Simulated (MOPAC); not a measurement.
## C$_{3}$H$_{6}$O$_{2}$: geometry relaxation (part 2 of 2)

The same run, continued: C$_{3}$H$_{6}$O$_{2}$, SMILES CCC(=O)O; PM3, closed shell (MOPAC 23.2.5). The atoms were displaced at random from an optimised geometry.

Geometry of the input (Å):
```
C  -0.7887  1.1222  0.5414
C  0.3506  0.1089  0.4852
C  0.2372  -0.7917  -0.7202
O  -0.6251  -0.7948  -1.5405
O  1.2413  -1.6926  -0.7184
H  -1.7650  0.6371  0.6079
H  -0.8144  1.7687  -0.3473
H  -0.6651  1.7667  1.4135
H  1.3201  0.6147  0.4339
H  0.3850  -0.5084  1.3789
H  1.1262  -2.2391  -1.5243
```

**Trajectory as extended XYZ, continued**
```
11
Properties=species:S:1:pos:R:3:forces:R:3 step=6 energy=-4.60240
C    -0.7821    1.1292    0.5488   -0.2613   0.3624   0.4950
C     0.3411    0.1381    0.5010    0.2988  -0.5561  -0.0671
C     0.2291   -0.7871   -0.6881    0.2549  -0.0392   0.1661
O    -0.6044   -0.8302   -1.5714   -0.0377  -0.0703  -0.1219
O     1.2296   -1.7057   -0.7596   -0.0785   0.1152   0.0278
H    -1.7649    0.6401    0.6204    0.0633   0.0173   0.0217
H    -0.8089    1.7688   -0.3375    0.0238   0.0944  -0.1207
H    -0.6724    1.7868    1.4321   -0.0751  -0.1423  -0.2339
H     1.3286    0.6427    0.4545   -0.0602   0.0457   0.0202
H     0.3750   -0.4943    1.4203   -0.0607   0.1926  -0.1250
H     1.1316   -2.2525   -1.5304   -0.0672  -0.0197  -0.0621
11
Properties=species:S:1:pos:R:3:forces:R:3 step=7 energy=-4.60866
C    -0.7841    1.1354    0.5546   -0.0873  -0.1299  -0.0073
C     0.3429    0.1326    0.5008    0.0760  -0.0817  -0.1370
C     0.2295   -0.7883   -0.6895    0.2239   0.0253   0.2483
O    -0.6030   -0.8325   -1.5725   -0.1085  -0.0577  -0.1868
O     1.2289   -1.7040   -0.7596    0.0051  -0.0286  -0.0625
H    -1.7649    0.6401    0.6207    0.0712   0.0497   0.0354
H    -0.8088    1.7697   -0.3394    0.0215   0.0501  -0.0289
H    -0.6735    1.7853    1.4265   -0.0274   0.0943   0.0968
H     1.3280    0.6443    0.4546   -0.0770   0.0060   0.0122
H     0.3741   -0.4905    1.4176   -0.0472   0.0524   0.0294
H     1.1307   -2.2530   -1.5307   -0.0503   0.0202   0.0005
11
Properties=species:S:1:pos:R:3:forces:R:3 step=8 energy=-4.60983
C    -0.7862    1.1346    0.5542    0.1320  -0.0025   0.0629
C     0.3448    0.1302    0.4982   -0.0863   0.0943   0.0367
C     0.2316   -0.7879   -0.6869   -0.0722  -0.0502  -0.1473
O    -0.6033   -0.8326   -1.5735    0.1350  -0.0408   0.0792
O     1.2281   -1.7038   -0.7597    0.0637  -0.0708  -0.0512
H    -1.7636    0.6420    0.6222   -0.0324  -0.0089   0.0332
H    -0.8083    1.7715   -0.3400    0.0122   0.0143   0.0204
H    -0.6741    1.7880    1.4302   -0.0373  -0.0154  -0.0467
H     1.3265    0.6446    0.4554   -0.0201   0.0278  -0.0014
H     0.3730   -0.4879    1.4185   -0.0355   0.0323   0.0221
H     1.1293   -2.2523   -1.5310   -0.0591   0.0199  -0.0079
11
Properties=species:S:1:pos:R:3:forces:R:3 step=9 energy=-4.61091
C    -0.7851    1.1347    0.5570    0.0138   0.0635  -0.0837
C     0.3431    0.1328    0.4990    0.0069  -0.0490  -0.0174
C     0.2317   -0.7886   -0.6878   -0.0422  -0.0142  -0.0745
O    -0.6017   -0.8349   -1.5754    0.1212  -0.0273   0.0812
O     1.2282   -1.7057   -0.7610    0.0394  -0.0036   0.0035
H    -1.7637    0.6430    0.6251   -0.0141  -0.0024   0.0276
H    -0.8078    1.7729   -0.3393    0.0061  -0.0295   0.0739
H    -0.6755    1.7898    1.4291   -0.0170   0.0228   0.0255
H     1.3254    0.6465    0.4563   -0.0245   0.0237  -0.0063
H     0.3714   -0.4847    1.4200   -0.0301   0.0246   0.0120
H     1.1278   -2.2519   -1.5327   -0.0595  -0.0088  -0.0419
11
Properties=species:S:1:pos:R:3:forces:R:3 step=10 energy=-4.61142
C    -0.7845    1.1369    0.5568   -0.0600  -0.0757   0.0420
C     0.3416    0.1322    0.4980    0.0587   0.0146   0.0402
C     0.2310   -0.7889   -0.6879    0.1583  -0.0491   0.0792
O    -0.5990   -0.8365   -1.5748   -0.0688  -0.0284  -0.1051
O     1.2287   -1.7068   -0.7626    0.0133   0.0302   0.0220
H    -1.7643    0.6433    0.6281    0.0341   0.0307   0.0118
H    -0.8075    1.7729   -0.3350    0.0003   0.0556  -0.0564
H    -0.6769    1.7910    1.4299   -0.0004   0.0224   0.0316
H     1.3242    0.6484    0.4570   -0.0516  -0.0089  -0.0125
H     0.3697   -0.4822    1.4216   -0.0292   0.0207  -0.0106
H     1.1257   -2.2516   -1.5349   -0.0546  -0.0122  -0.0422
11
Properties=species:S:1:pos:R:3:forces:R:3 step=11 energy=-4.61219
C    -0.7852    1.1377    0.5582   -0.0128  -0.0177   0.0032
C     0.3417    0.1330    0.4989    0.0021  -0.0238  -0.0140
C     0.2322   -0.7904   -0.6882    0.0762   0.0294   0.0909
O    -0.5976   -0.8384   -1.5764   -0.0256  -0.0171  -0.0472
O     1.2286   -1.7077   -0.7636    0.0361  -0.0116  -0.0035
H    -1.7640    0.6451    0.6313    0.0043   0.0146   0.0026
H    -0.8071    1.7750   -0.3352   -0.0074   0.0146  -0.0008
H    -0.6780    1.7931    1.4316    0.0045   0.0022   0.0034
H     1.3224    0.6498    0.4564   -0.0180   0.0022  -0.0097
H     0.3677   -0.4793    1.4236   -0.0171   0.0075  -0.0107
H     1.1230   -2.2512   -1.5374   -0.0424  -0.0003  -0.0145
11
Properties=species:S:1:pos:R:3:forces:R:3 step=12 energy=-4.61246
C    -0.7858    1.1382    0.5595    0.0061   0.0377  -0.0362
C     0.3406    0.1334    0.4992    0.0023   0.0114  -0.0170
C     0.2337   -0.7899   -0.6863    0.0102  -0.0732  -0.0758
O    -0.5954   -0.8407   -1.5774    0.0712   0.0085   0.0761
O     1.2293   -1.7103   -0.7656   -0.0212   0.0446   0.0012
H    -1.7639    0.6477    0.6345   -0.0350  -0.0093  -0.0067
H    -0.8068    1.7777   -0.3334   -0.0144  -0.0115   0.0146
H    -0.6794    1.7954    1.4318    0.0185  -0.0017   0.0162
H     1.3198    0.6518    0.4550    0.0023   0.0032  -0.0035
H     0.3648   -0.4755    1.4245   -0.0022  -0.0269   0.0182
H     1.1186   -2.2503   -1.5419   -0.0376   0.0173   0.0127
11
Properties=species:S:1:pos:R:3:forces:R:3 step=13 energy=-4.61264
C    -0.7859    1.1393    0.5595   -0.0103   0.0009  -0.0096
C     0.3399    0.1334    0.4987    0.0139  -0.0060   0.0164
C     0.2351   -0.7920   -0.6861   -0.0682   0.0526  -0.0284
O    -0.5943   -0.8409   -1.5767    0.0419  -0.0054   0.0399
O     1.2291   -1.7100   -0.7665    0.0581  -0.0272   0.0069
H    -1.7646    0.6483    0.6349   -0.0162   0.0024  -0.0106
H    -0.8070    1.7786   -0.3325   -0.0145   0.0029  -0.0048
H    -0.6797    1.7957    1.4329    0.0202  -0.0111   0.0011
H     1.3188    0.6523    0.4542    0.0035  -0.0008  -0.0002
H     0.3635   -0.4751    1.4254    0.0003  -0.0084  -0.0093
H     1.1161   -2.2494   -1.5427   -0.0287   0.0000  -0.0014
11
Properties=species:S:1:pos:R:3:forces:R:3 step=14 energy=-4.61274
C    -0.7862    1.1395    0.5589   -0.0012   0.0047   0.0079
C     0.3401    0.1330    0.4992   -0.0118   0.0191  -0.0161
C     0.2346   -0.7915   -0.6861    0.0467   0.0208   0.0577
O    -0.5940   -0.8407   -1.5756   -0.0379  -0.0092  -0.0469
O     1.2297   -1.7101   -0.7667    0.0181  -0.0075  -0.0114
H    -1.7653    0.6484    0.6336   -0.0022   0.0103  -0.0082
H    -0.8075    1.7790   -0.3339   -0.0090  -0.0089   0.0222
H    -0.6790    1.7950    1.4341    0.0098  -0.0238  -0.0324
H     1.3187    0.6520    0.4535    0.0074   0.0004   0.0061
H     0.3635   -0.4762    1.4247    0.0009  -0.0121   0.0081
H     1.1149   -2.2493   -1.5431   -0.0207   0.0062   0.0131
11
Properties=species:S:1:pos:R:3:forces:R:3 step=15 energy=-4.61283
C    -0.7865    1.1395    0.5586    0.0165  -0.0280   0.0120
C     0.3404    0.1334    0.4993   -0.0329  -0.0119  -0.0021
C     0.2349   -0.7911   -0.6859    0.0349  -0.0043   0.0229
O    -0.5944   -0.8407   -1.5754   -0.0010  -0.0076  -0.0106
O     1.2303   -1.7104   -0.7667   -0.0097   0.0219  -0.0064
H    -1.7656    0.6489    0.6323   -0.0125  -0.0003  -0.0019
H    -0.8079    1.7789   -0.3327   -0.0057   0.0140  -0.0174
H    -0.6784    1.7939    1.4329    0.0073  -0.0004   0.0042
H     1.3187    0.6516    0.4537    0.0207   0.0108   0.0078
H     0.3635   -0.4773    1.4250    0.0001   0.0076  -0.0139
H     1.1137   -2.2491   -1.5430   -0.0178  -0.0020   0.0054
11
Properties=species:S:1:pos:R:3:forces:R:3 step=16 energy=-4.61292
C    -0.7863    1.1391    0.5585   -0.0111  -0.0005  -0.0054
C     0.3397    0.1333    0.4991    0.0171   0.0062   0.0050
C     0.2356   -0.7909   -0.6851   -0.0087  -0.0082  -0.0251
O    -0.5941   -0.8411   -1.5749    0.0159  -0.0059   0.0082
O     1.2304   -1.7102   -0.7674    0.0061   0.0127   0.0005
H    -1.7661    0.6498    0.6315   -0.0080  -0.0024   0.0005
H    -0.8082    1.7797   -0.3326   -0.0009   0.0028  -0.0078
H    -0.6779    1.7936    1.4326    0.0067   0.0014   0.0109
H     1.3188    0.6521    0.4544    0.0002  -0.0004   0.0072
H     0.3630   -0.4773    1.4242   -0.0011  -0.0019   0.0038
H     1.1116   -2.2490   -1.5432   -0.0163  -0.0038   0.0022
11
Properties=species:S:1:pos:R:3:forces:R:3 step=17 energy=-4.61298
C    -0.7864    1.1394    0.5584   -0.0123  -0.0007  -0.0038
C     0.3397    0.1334    0.4993    0.0089   0.0050   0.0034
C     0.2361   -0.7910   -0.6850   -0.0101   0.0015  -0.0168
O    -0.5936   -0.8419   -1.5747    0.0084  -0.0035   0.0044
O     1.2307   -1.7101   -0.7681    0.0073   0.0081  -0.0011
H    -1.7668    0.6505    0.6313    0.0012   0.0000   0.0005
H    -0.8085    1.7806   -0.3326    0.0016  -0.0022  -0.0001
H    -0.6774    1.7933    1.4332    0.0030  -0.0007   0.0029
H     1.3186    0.6524    0.4554    0.0027  -0.0008   0.0054
H     0.3623   -0.4774    1.4243   -0.0010  -0.0007   0.0017
H     1.1091   -2.2491   -1.5434   -0.0099  -0.0059   0.0034
11
Properties=species:S:1:pos:R:3:forces:R:3 step=18 energy=-4.61302
C    -0.7867    1.1395    0.5583   -0.0010   0.0027   0.0008
C     0.3398    0.1336    0.4995   -0.0005   0.0019  -0.0020
C     0.2364   -0.7908   -0.6850    0.0016   0.0077   0.0025
O    -0.5932   -0.8428   -1.5745   -0.0065   0.0001  -0.0065
O     1.2311   -1.7096   -0.7688    0.0063   0.0029  -0.0043
H    -1.7674    0.6515    0.6307    0.0015  -0.0040   0.0023
H    -0.8088    1.7812   -0.3324    0.0044  -0.0034   0.0012
H    -0.6765    1.7926    1.4335   -0.0026   0.0002  -0.0008
H     1.3188    0.6526    0.4573    0.0019  -0.0011   0.0007
H     0.3618   -0.4777    1.4243   -0.0026  -0.0005   0.0011
H     1.1061   -2.2498   -1.5429   -0.0026  -0.0065   0.0050
11
Properties=species:S:1:pos:R:3:forces:R:3 step=19 energy=-4.61303
C    -0.7867    1.1396    0.5583   -0.0023  -0.0019   0.0024
C     0.3398    0.1336    0.4995   -0.0017   0.0023  -0.0015
C     0.2364   -0.7906   -0.6853    0.0004   0.0033   0.0020
O    -0.5933   -0.8431   -1.5747   -0.0016   0.0028  -0.0003
O     1.2312   -1.7093   -0.7689    0.0034   0.0046  -0.0040
H    -1.7676    0.6515    0.6308    0.0069  -0.0010   0.0016
H    -0.8087    1.7812   -0.3325    0.0039  -0.0030   0.0022
H    -0.6763    1.7925    1.4337   -0.0039   0.0010  -0.0022
H     1.3190    0.6525    0.4582   -0.0003  -0.0018  -0.0015
H     0.3616   -0.4779    1.4243   -0.0037   0.0002  -0.0022
H     1.1053   -2.2505   -1.5421   -0.0012  -0.0066   0.0035
11
Properties=species:S:1:pos:R:3:forces:R:3 step=20 energy=-4.61305
C    -0.7867    1.1395    0.5583    0.0037  -0.0001   0.0027
C     0.3399    0.1337    0.4994   -0.0055  -0.0017  -0.0008
C     0.2363   -0.7903   -0.6855    0.0045   0.0018   0.0035
O    -0.5934   -0.8433   -1.5749   -0.0034   0.0044   0.0005
O     1.2314   -1.7087   -0.7691    0.0037   0.0011  -0.0029
H    -1.7675    0.6513    0.6312    0.0042  -0.0020   0.0008
H    -0.8084    1.7809   -0.3325    0.0014  -0.0009   0.0002
H    -0.6761    1.7924    1.4337   -0.0043   0.0021  -0.0009
H     1.3192    0.6521    0.4591    0.0006   0.0008  -0.0046
H     0.3613   -0.4781    1.4240   -0.0043  -0.0016  -0.0008
H     1.1043   -2.2521   -1.5406   -0.0006  -0.0038   0.0023
11
Properties=species:S:1:pos:R:3:forces:R:3 step=21 energy=-4.61306
C    -0.7867    1.1395    0.5585    0.0047  -0.0010   0.0023
C     0.3398    0.1336    0.4994    0.0008   0.0005  -0.0003
C     0.2364   -0.7900   -0.6858    0.0012  -0.0022   0.0023
O    -0.5935   -0.8432   -1.5750    0.0010   0.0041   0.0037
O     1.2317   -1.7082   -0.7692    0.0013   0.0004  -0.0026
H    -1.7672    0.6510    0.6316    0.0024  -0.0007  -0.0004
H    -0.8081    1.7805   -0.3325   -0.0011   0.0004  -0.0004
H    -0.6762    1.7926    1.4336   -0.0032   0.0018  -0.0007
H     1.3194    0.6519    0.4591   -0.0036  -0.0007  -0.0028
H     0.3610   -0.4784    1.4239   -0.0031  -0.0011  -0.0021
H     1.1038   -2.2536   -1.5391   -0.0003  -0.0016   0.0009
11
Properties=species:S:1:pos:R:3:forces:R:3 step=22 energy=-4.61307
C    -0.7867    1.1394    0.5585    0.0024  -0.0002   0.0004
C     0.3397    0.1336    0.4993    0.0004  -0.0012   0.0008
C     0.2364   -0.7901   -0.6858    0.0008  -0.0017  -0.0013
O    -0.5935   -0.8429   -1.5750    0.0002   0.0019   0.0026
O     1.2319   -1.7080   -0.7693    0.0007  -0.0008  -0.0004
H    -1.7671    0.6508    0.6317    0.0017   0.0002  -0.0008
H    -0.8080    1.7804   -0.3325   -0.0022   0.0008  -0.0007
H    -0.6765    1.7928    1.4335   -0.0019   0.0011   0.0002
H     1.3193    0.6517    0.4587   -0.0001   0.0013  -0.0007
H     0.3606   -0.4786    1.4237   -0.0014  -0.0012   0.0004
H     1.1034   -2.2545   -1.5384   -0.0005  -0.0003  -0.0004
11
Properties=species:S:1:pos:R:3:forces:R:3 step=23 energy=-4.61307
C    -0.7866    1.1394    0.5585    0.0020   0.0005  -0.0001
C     0.3397    0.1335    0.4994    0.0022   0.0001   0.0003
C     0.2364   -0.7901   -0.6857    0.0001  -0.0005  -0.0001
O    -0.5935   -0.8428   -1.5749   -0.0005   0.0006   0.0007
O     1.2320   -1.7081   -0.7694    0.0000  -0.0007  -0.0003
H    -1.7670    0.6507    0.6316    0.0003  -0.0002  -0.0004
H    -0.8081    1.7804   -0.3326   -0.0016   0.0002  -0.0004
H    -0.6766    1.7929    1.4335   -0.0013   0.0003  -0.0001
H     1.3192    0.6517    0.4585   -0.0005   0.0002   0.0009
H     0.3605   -0.4786    1.4237   -0.0004  -0.0004   0.0001
H     1.1032   -2.2546   -1.5384   -0.0003  -0.0002  -0.0005
11
Properties=species:S:1:pos:R:3:forces:R:3 step=24 energy=-4.61307
C    -0.7866    1.1394    0.5585    0.0004   0.0003  -0.0003
C     0.3397    0.1335    0.4994    0.0014   0.0002   0.0001
C     0.2365   -0.7902   -0.6857    0.0001   0.0004  -0.0004
O    -0.5936   -0.8427   -1.5748   -0.0005  -0.0002   0.0001
O     1.2321   -1.7081   -0.7695   -0.0004  -0.0005   0.0001
H    -1.7670    0.6507    0.6315    0.0006  -0.0001  -0.0002
H    -0.8082    1.7804   -0.3326   -0.0008  -0.0002  -0.0001
H    -0.6767    1.7929    1.4334   -0.0010   0.0001  -0.0002
H     1.3191    0.6518    0.4585    0.0007   0.0002   0.0011
H     0.3604   -0.4787    1.4237   -0.0002  -0.0001   0.0002
H     1.1032   -2.2546   -1.5385   -0.0002  -0.0001  -0.0005
11
Properties=species:S:1:pos:R:3:forces:R:3 step=25 energy=-4.61307
C    -0.7866    1.1394    0.5584   -0.0003   0.0002  -0.0003
C     0.3397    0.1335    0.4995    0.0006   0.0004  -0.0001
C     0.2365   -0.7902   -0.6857    0.0001   0.0003   0.0002
O    -0.5936   -0.8427   -1.5747   -0.0004  -0.0001  -0.0002
O     1.2321   -1.7081   -0.7696   -0.0003   0.0000   0.0001
H    -1.7670    0.6507    0.6314    0.0004  -0.0003   0.0001
H    -0.8082    1.7804   -0.3327    0.0000  -0.0004   0.0001
H    -0.6768    1.7930    1.4334   -0.0008   0.0000  -0.0002
H     1.3191    0.6518    0.4587    0.0011  -0.0001   0.0006
H     0.3603   -0.4787    1.4238   -0.0002   0.0001   0.0000
H     1.1032   -2.2546   -1.5386   -0.0004   0.0001  -0.0002
```

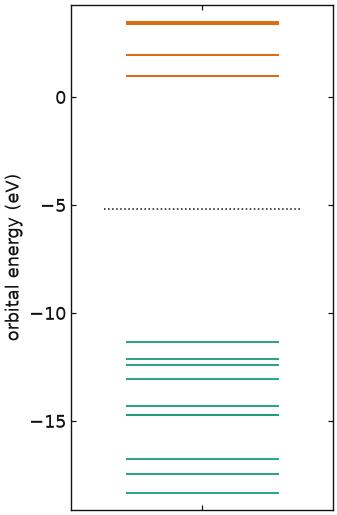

Figure 1. Orbital energies near the frontier; the dotted line parts filled from empty levels, and levels within 0.02 eV of each other stand side by side. Highest filled −11.35 eV, lowest empty 0.97 eV, 12.32 eV apart.

**Key numbers**

```csv
quantity,value
outcome,converged
total energy,−38.086271 hartree
dispersion energy,0.000000 hartree
heat of formation,−106.38 kcal/mol
basis functions,26
largest force,0.001 eV/Å
HOMO,−11.35 eV
LUMO,0.97 eV
dipole moment,1.80 D
hardware,"1 thread of Arm Neoverse N1, 90 GiB of memory available, shared host"
peak memory,0.093 GiB
```

MOPAC's energies along a path are heats of formation.
